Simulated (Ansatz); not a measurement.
**Geometry relaxation, with input and output: AlGa$_{3}$N$_{4}$ (part 1 of 2)**

System: AlGa$_{3}$N$_{4}$ (P-43m, 8 atoms in the cell).
Method: DFT r2SCAN, scalar-relativistic, plane waves, PAW, no spin polarisation (Ansatz 0.2.0).

The structure derives from a Materials Project entry. Figures and captions count atoms from 1; the log counts them from 0 in places.

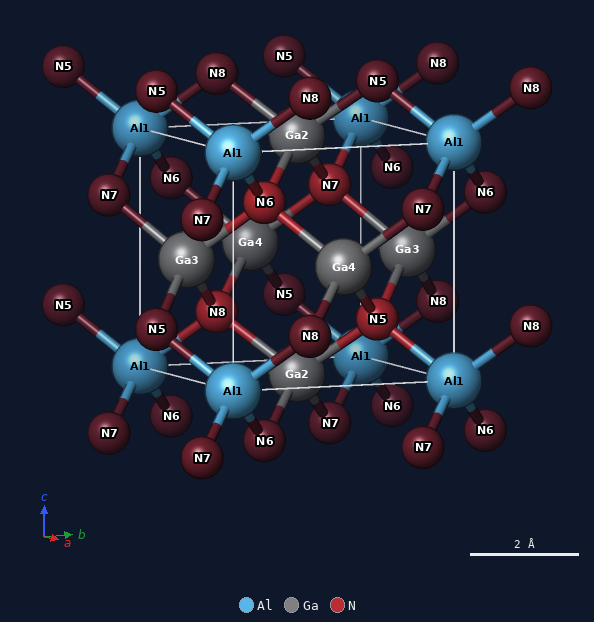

Figure 1. The starting structure (ball-and-stick view of the cell of the calculation, seen slightly off an axis; neighbours outside the cell are drawn fainter; atoms are numbered from 1 in the order of the input). An atom can appear more than once, as a periodic image.

Input
```yaml
crystal:
  lattice:
    - [4.47168536, 0.0, 0.0]
    - [0.0, 4.47168536, 0.0]
    - [0.0, 0.0, 4.47168536]
  atoms:
    - { symbol: Al, position: [0.0, 0.0, 0.0] }
    - { symbol: Ga, position: [0.5, 0.5, 0.0] }
    - { symbol: Ga, position: [0.5, 0.0, 0.5] }
    - { symbol: Ga, position: [0.0, 0.5, 0.5] }
    - { symbol: "N", position: [0.75571442, 0.75571442, 0.24428558] }
    - { symbol: "N", position: [0.75571442, 0.24428558, 0.75571442] }
    - { symbol: "N", position: [0.24428558, 0.75571442, 0.75571442] }
    - { symbol: "N", position: [0.24428558, 0.24428558, 0.24428558] }
basis:
  ecutwfc: 500
kpoints:
  mp_grid: { grid: [6, 6, 6] }
hamiltonian:
  xc: r2scan
scf:
  occupations: { method: gaussian, width: 0.02 }
output:
  forces: true
  stress: true
  eigenvalues: true
  write_density: true
  write_potential: true
  elf: true
  volumetric_format: npy
relax:
  adjacent_minimum: "off"
  f_tol: 0.005
  max_steps: 80
  cell: { stress_tol: 0.05 }
```

Launched with:
```bash
ansatz run input.yaml --threads 2 --pin off --max-ram 5120MiB --backend cpu --events-out ev --progress --plain --runs-dir out
```

The program's output
```
Engine: ansatz 0.2.0, x86_64-unknown-linux-gnu
Pseudopotentials: kind: paw
Pseudopotential: Al, paw, valence charge 3, recommended cutoff 500 eV (meta_gga), Al.paw.azcp
Pseudopotential: Ga, paw, valence charge 13, recommended cutoff 500 eV (meta_gga), Ga.paw.azcp
Pseudopotential: N, paw, valence charge 5, recommended cutoff 500 eV (meta_gga), N.paw.azcp
Functional definition: r2SCAN
  parameter k0 = 0.174
  parameter k1 = 0.065
  parameter a1 = 4.9479
  exchange = r2scan_x(k0 = k0, k1 = k1, a1 = a1)
  correlation = r2scan_c
Crystal: 8 atoms, lattice volume = 89.416 Å³
Basis set: ecut = 500 eV, 2301 PW (Γ), exchange–correlation on 144×144×144 points (64 copies of the dense FFT grid, shifted against one another)
Bands: 39, of which v1, the nominal top of the filled ones, is band 31 counted from 1 (30 counted from 0)
Symmetry: 24 space group operations
Space group: P-43m (ITA 215), of the structure as read, at distance tolerance 4.5e-5 Å
k-points: 20 of 216 (time reversal used)
Non-local potential: Al, projectors of the file, l = 0: 2, l = 1: 2, l = 2: 1
Non-local potential: Ga, projectors of the file, l = 0: 2, l = 1: 2, l = 2: 3, l = 3: 1
Non-local potential: N, projectors of the file, l = 0: 2, l = 1: 2, l = 2: 1
PAW form: soft (Blöchl's): semilocal exchange-correlation on the pseudo side does not see the compensation charge
PAW frozen core: Al, regenerated for the run's functional (the file was generated under x = pbe(κ = 0.804, μ = 0.2195149727645171), c = pbe(β = 0.06672455060314922))
PAW frozen core: Ga, regenerated for the run's functional (the file was generated under x = pbe(κ = 0.804, μ = 0.2195149727645171), c = pbe(β = 0.06672455060314922))
PAW frozen core: N, regenerated for the run's functional (the file was generated under x = pbe(κ = 0.804, μ = 0.2195149727645171), c = pbe(β = 0.06672455060314922))
PAW one-centre angular grid: Al, 302 points (default); XC on 160 Gauss nodes
PAW one-centre angular grid: Ga, 590 points (default); XC on 160 Gauss nodes
PAW one-centre angular grid: N, 302 points (default); XC on 160 Gauss nodes
Initial density: superposition of atomic densities (neutral atoms: chi_scale 0, normalization atom), corrected by the library's trained network
Initial wavefunctions: pseudopotential atomic-orbital guess
Functional: x = r2scan, c = r2scan; τ floored in thin density (d = 2e-4 eV/Å³)
SCF iter   1: F=—  HF=-13457.387406 eV  |F-HF|=—  |Δ(HF+E_count)|=         —  Δρ=1.11e-2  dr2=5.19e-2  dr2_τ=4.33e-1  ethr=1.77e-3  ⟨swp⟩=6.5  Hψ=3128  notcnv=0  defer=1
preconditioner: auto → Resta (q_TF=auto, 2.567 Å⁻¹)  ε∞=4.2  [insulator: Δε(μ)=2.742 eV  Ē_g=17.245 eV  σ=0.020 eV  W_gap=1.00  n_scr=26 (ndim 8)  ℏωp=30.9 eV  f_vac=0.000  D(μ)=0.00/eV (n_scr^D=0)  ε∞_Penn≈4.2]
SCF iter   2: F=—  HF=-13457.551037 eV  |F-HF|=—  |Δ(HF+E_count)|=   1.64e-1  Δρ=5.53e-3  dr2=1.91e-2  dr2_τ=4.64e-4  ethr=8.37e-5  ⟨swp⟩=3.0  Hψ=1747  notcnv=0  defer=66
SCF iter   3: F=—  HF=-13457.549433 eV  |F-HF|=—  |Δ(HF+E_count)|=   1.60e-3  Δρ=3.39e-3  dr2=4.88e-3  dr2_τ=2.14e-4  ethr=3.08e-5  ⟨swp⟩=3.0  Hψ=1371  notcnv=0  defer=66
SCF iter   4: F=—  HF=-13457.549229 eV  |F-HF|=—  |Δ(HF+E_count)|=   2.04e-4  Δρ=3.11e-4  dr2=6.49e-5  dr2_τ=2.91e-5  ethr=7.88e-6  ⟨swp⟩=2.7  Hψ=1298  notcnv=0  defer=66
SCF iter   5: F=—  HF=-13457.549259 eV  |F-HF|=—  |Δ(HF+E_count)|=   3.03e-5  Δρ=1.43e-4  dr2=1.01e-5  dr2_τ=1.17e-6  ethr=1.05e-7  ⟨swp⟩=2.0  Hψ=1275  notcnv=0  defer=66
SCF iter   6: F=—  HF=-13457.549266 eV  |F-HF|=—  |Δ(HF+E_count)|=   6.60e-6  Δρ=3.96e-5  dr2=1.64e-6  dr2_τ=7.75e-8  ethr=1.63e-8  ⟨swp⟩=2.9  Hψ=1296  notcnv=0  defer=66
SCF iter   7: F=—  HF=-13457.549266 eV  |F-HF|=—  |Δ(HF+E_count)|=   2.04e-7  Δρ=1.18e-5  dr2=1.23e-7  dr2_τ=9.54e-9  ethr=2.65e-9  ⟨swp⟩=2.2  Hψ=1271  notcnv=0  defer=66
SCF iter   8: F=-13457.549266 eV  HF=-13457.549266 eV  |F-HF|=3.58e-9  |Δ(HF+E_count)|=   1.27e-8  Δρ=3.50e-6  dr2=1.08e-8  dr2_τ=1.26e-10  ethr=1.61e-10  ⟨swp⟩=12.8  Hψ=4775  notcnv=0
SCF 1 converged in 8 iterations: F = -13457.549266 eV  dr2 = 1.08e-8
  greatest PAW one-centre occupation: 0.995 electrons in one spin orbital (limit 2), on the Ga atom at site 2 (counted from 0), in its partial waves of l = 2
relax step   1: F+E_penalty+E_count = -13457.54926557 eV  Δ(F+E_penalty+E_count) = +0.000e0 eV  max|allowed force component| = 4.305e-2 eV/Å  Δτ_max = 0.0000 Å  P = -0.838 GPa  Ω = 89.416 Å³  (8 SCF iters, dr2 threshold 1.00e-7 eV, accepted)
Crystal: 8 atoms, lattice volume = 89.182 Å³
Initial density: handed on by an earlier stage of this run
Initial wavefunctions: those handed on with the density
iter 1 solved again at ethr=3.93e-7 eV; its pass at ethr=3.10e-3 eV (dr2=2.44e-4 eV) is discarded
SCF iter   1: F=—  HF=-13457.550429 eV  |F-HF|=—  |Δ(HF+E_count)|=         —  Δρ=4.82e-4  dr2=2.46e-4  dr2_τ=4.26e-4  ethr=3.93e-7  ⟨swp⟩=2.8  Hψ=3457  notcnv=0
preconditioner: auto → Resta (q_TF=auto, 2.568 Å⁻¹)  ε∞=4.3  [insulator: Δε(μ)=2.807 eV  Ē_g=17.150 eV  σ=0.020 eV  W_gap=1.00  n_scr=26 (ndim 8)  ℏωp=31.0 eV  f_vac=0.000  D(μ)=0.00/eV (n_scr^D=0)  ε∞_Penn≈4.3]
SCF iter   2: F=—  HF=-13457.550596 eV  |F-HF|=—  |Δ(HF+E_count)|=   1.67e-4  Δρ=1.83e-4  dr2=4.15e-5  dr2_τ=2.60e-6  ethr=3.93e-7  ⟨swp⟩=2.0  Hψ=1396  notcnv=0
SCF iter   3: F=—  HF=-13457.550591 eV  |F-HF|=—  |Δ(HF+E_count)|=   4.52e-6  Δρ=7.29e-5  dr2=3.45e-6  dr2_τ=2.23e-7  ethr=6.70e-8  ⟨swp⟩=2.0  Hψ=1020  notcnv=0
SCF iter   4: F=-13457.550591 eV  HF=-13457.550591 eV  |F-HF|=6.00e-7  |Δ(HF+E_count)|=   7.14e-9  Δρ=2.84e-5  dr2=7.75e-7  dr2_τ=5.83e-8  ethr=1.29e-9  ⟨swp⟩=10.2  Hψ=6478  notcnv=0
SCF 2 converged in 4 iterations: F = -13457.550591 eV  dr2 = 7.75e-7
relax step   2: F+E_penalty+E_count = -13457.55059077 eV  Δ(F+E_penalty+E_count) = -1.325e-3 eV  max|allowed force component| = 1.768e-2 eV/Å  Δτ_max = 0.0017 Å  P = -0.319 GPa  Ω = 89.182 Å³  energy of the carried Pulay correction = +1.252e-4 eV  (4 SCF iters, dr2 threshold 8.00e-7 eV, accepted)
Crystal: 8 atoms, lattice volume = 89.036 Å³
iter 1 solved again at ethr=1.84e-7 eV; its pass at ethr=3.10e-3 eV (dr2=1.14e-4 eV) is discarded
SCF iter   1: F=—  HF=-13457.550818 eV  |F-HF|=—  |Δ(HF+E_count)|=         —  Δρ=3.22e-4  dr2=1.15e-4  dr2_τ=1.83e-4  ethr=1.84e-7  ⟨swp⟩=2.5  Hψ=3365  notcnv=0
preconditioner: auto → Resta (q_TF=auto, 2.569 Å⁻¹)  ε∞=4.3  [insulator: Δε(μ)=2.818 eV  Ē_g=17.162 eV  σ=0.020 eV  W_gap=1.00  n_scr=26 (ndim 8)  ℏωp=31.0 eV  f_vac=0.000  D(μ)=0.00/eV (n_scr^D=0)  ε∞_Penn≈4.3]
SCF iter   2: F=—  HF=-13457.550883 eV  |F-HF|=—  |Δ(HF+E_count)|=   6.49e-5  Δρ=1.26e-4  dr2=2.00e-5  dr2_τ=1.25e-6  ethr=1.84e-7  ⟨swp⟩=2.1  Hψ=1132  notcnv=0
SCF iter   3: F=—  HF=-13457.550881 eV  |F-HF|=—  |Δ(HF+E_count)|=   1.89e-6  Δρ=4.82e-5  dr2=1.52e-6  dr2_τ=7.60e-8  ethr=3.22e-8  ⟨swp⟩=2.0  Hψ=1020  notcnv=0
SCF iter   4: F=—  HF=-13457.550881 eV  |F-HF|=—  |Δ(HF+E_count)|=   2.91e-7  Δρ=2.16e-5  dr2=5.07e-7  dr2_τ=4.62e-8  ethr=4.10e-10  ⟨swp⟩=10.0  Hψ=6424  notcnv=0
SCF iter   5: F=-13457.550881 eV  HF=-13457.550881 eV  |F-HF|=2.09e-8  |Δ(HF+E_count)|=   1.91e-7  Δρ=4.99e-6  dr2=2.36e-8  dr2_τ=9.48e-10  ethr=4.10e-10  ⟨swp⟩=8.7  Hψ=5277  notcnv=0
SCF 3 converged in 5 iterations: F = -13457.550881 eV  dr2 = 2.36e-8
  Residual-converged pass: ⟨swp⟩=1.0  Hψ=860  notcnv=0  max |occ|·‖R‖ = 7.1e-9 eV (tolerance 1.0e-8 eV)  dr2=2.36e-8  dr2_τ=9.48e-10  dr2_onsite=1.98e-8  max |Δocc| = 0.0e0
  greatest PAW one-centre occupation: 0.995 electrons in one spin orbital (limit 2), on the Ga atom at site 3 (counted from 0), in its partial waves of l = 2
relax step   3: F+E_penalty+E_count = -13457.55088095 eV  Δ(F+E_penalty+E_count) = -2.902e-4 eV  max|allowed force component| = 5.296e-4 eV/Å  Δτ_max = 0.0011 Å  P = +0.009 GPa  Ω = 89.036 Å³  energy of the carried Pulay correction = +2.032e-4 eV  (5 SCF iters, dr2 threshold 2.54e-7 eV, accepted)
Initial wavefunctions: pseudopotential atomic-orbital guess (no wavefunctions were taken with the density)
iter 1 solved again at ethr=2.87e-8 eV; its pass at ethr=3.10e-3 eV (dr2=1.78e-5 eV) is discarded
SCF iter   1: F=—  HF=-13457.550735 eV  |F-HF|=—  |Δ(HF+E_count)|=         —  Δρ=7.12e-6  dr2=2.42e-8  dr2_τ=1.10e-8  ethr=2.87e-8  ⟨swp⟩=3.1  Hψ=5371  notcnv=0
preconditioner: auto → Resta (q_TF=auto, 2.569 Å⁻¹)  ε∞=4.3  [insulator: Δε(μ)=2.817 eV  Ē_g=17.160 eV  σ=0.020 eV  W_gap=1.00  n_scr=26 (ndim 8)  ℏωp=31.0 eV  f_vac=0.000  D(μ)=0.00/eV (n_scr^D=0)  ε∞_Penn≈4.3]
SCF iter   2: F=—  HF=-13457.550732 eV  |F-HF|=—  |Δ(HF+E_count)|=   2.61e-6  Δρ=5.72e-6  dr2=1.39e-8  dr2_τ=1.24e-9  ethr=3.90e-11  ⟨swp⟩=2.0  Hψ=1400  notcnv=0
SCF iter   3: F=—  HF=-13457.550732 eV  |F-HF|=—  |Δ(HF+E_count)|=   4.08e-9  Δρ=2.39e-6  dr2=2.57e-9  dr2_τ=2.80e-10  ethr=2.23e-11  ⟨swp⟩=2.3  Hψ=1421  notcnv=0
SCF iter   4: F=—  HF=-13457.550732 eV  |F-HF|=—  |Δ(HF+E_count)|=  8.40e-10  Δρ=4.69e-7  dr2=1.88e-10  dr2_τ=4.82e-11  ethr=4.14e-12  ⟨swp⟩=2.5  Hψ=1437  notcnv=0
SCF iter   5: F=-13457.550732 eV  HF=-13457.550732 eV  |F-HF|=5.46e-12  |Δ(HF+E_count)|=  3.09e-11  Δρ=1.72e-7  dr2=2.74e-11  dr2_τ=9.28e-13  ethr=1.00e-12  ⟨swp⟩=5.5  Hψ=3371  notcnv=0
SCF 4 converged in 5 iterations: F = -13457.550732 eV  dr2 = 2.74e-11
relax step   4: F+E_penalty+E_count = -13457.55073222 eV  Δ(F+E_penalty+E_count) = +1.487e-4 eV  max|allowed force component| = 5.201e-4 eV/Å  Δτ_max = 0.0000 Å  P = +0.008 GPa  Ω = 89.036 Å³  stress off target by 8.25e-3 GPa  SCF on the basis re-selected at this cell (its energy is not comparable with the rows above)  (5 SCF iters)
```

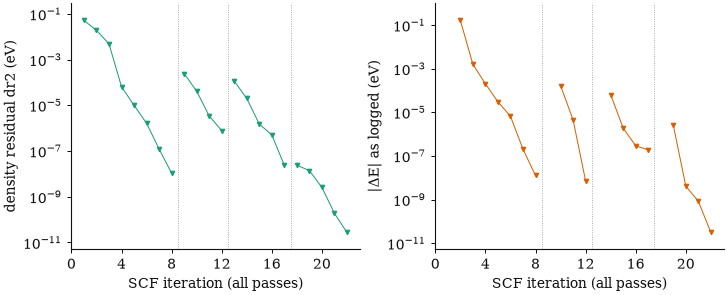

Figure 2. Convergence of the self-consistent field: density residual dr2 and size of the energy change against the SCF iteration. The dotted lines part the SCF passes of the relaxation: geometry steps, rejected trials and re-solves on a re-selected basis. The passes take 8, 4, 5 and 5 iterations.

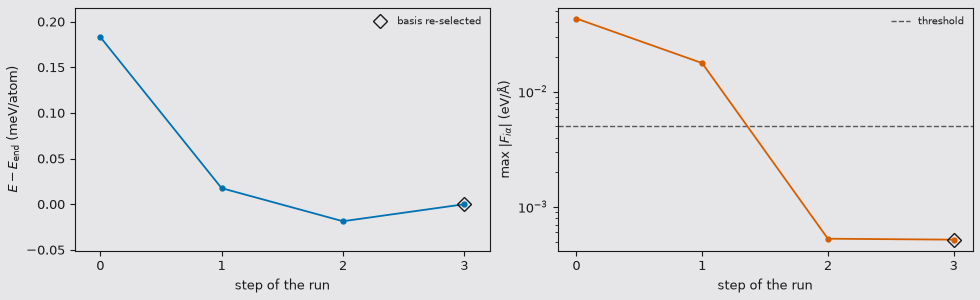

Figure 3. Progress of the relaxation, step by step (the first geometry is step 0 here and step 1 in the log). The atoms keep their places relative to the cell (all moves are under 0.005 Å). Cell: a = b = c 4.472 → 4.465 Å (−0.1 %). Volume −0.4 %. The space group stays P-43m (No. 215). Over 2 geometry steps the energy falls by 0.2 meV per atom. Largest force component: 0.043 eV/Å at the start, 0.00052 eV/Å at the end. The pressure goes from −0.84 to 0.01 GPa. A last SCF at the same geometry on a re-selected plane-wave basis shifts the energy by +0.0 meV per atom.

```
basis re-selected at this cell: Δ(F+E_penalty+E_count) = +1.487e-4 eV, ΔP = -0.001 GPa vs the last step (what re-selecting the basis moved, of the pressure what is left beyond the Pulay correction that the steps carried, after the strain that the cell walked since its last selection, with what the two solves' SCF thresholds leave and, on support functions, any second-order correction that the steps lacked; it is no measure of the basis error at this ecutwfc). This SCF's stress stands 8.25e-3 GPa from its target on what of the cell is left free (relax.cell.stress_tol is 5.00e-2 GPa) and its largest allowed force component is 5.20e-4 eV/Å (relax.f_tol is 5.00e-3 eV/Å): within both
SCF converged after 5 iterations
Free energy (F): -13457.550732 eV
Harris-Foulkes:  -13457.550732 eV  (|F-HF|=5.46e-12)
Internal energy: -13457.550732 eV  (E = F + TS)
E sigma→0 (E₀):  -13457.550732 eV
Fermi energy:    10.193270 eV
--- Per-component energies (eV) ---
  E_band       = -45.950797
  E_kinetic    = 901.715097
  E_local      = -6515.422735  (includes V_loc(G=0)·N_el)
  E_nonlocal   = 1483.486391
  E_hartree    = 2992.242835
  E_xc         = -464.147955
  E_vxc        = -550.049087  (∫ρ·V_xc dr)
  E_paw        = -7014.166902  (= ΣΔE_a)
  E_vpaw       = -1380.115681  (= ΣTr[D̂ρ^β])
  E_aug_tail   = -0.000037  (compensation charges beyond the density's cutoff)
  E_vtau       = 29.949795  (kinetic-family band-sum trace: ∫τ·v_τ [+ j·A + Jᵃ·Aᵃ] dr)
  E_ewald      = -4839.119851
  E_core_change = -2.137576  (= ΣΔE_core)
  E_smearing   = -0.000000  (= −TS)
  E_closure    = -0.000000  (closes the sum)
  Σ components = -13457.550732   (vs F -13457.550732, Δ=0.00e0)
```
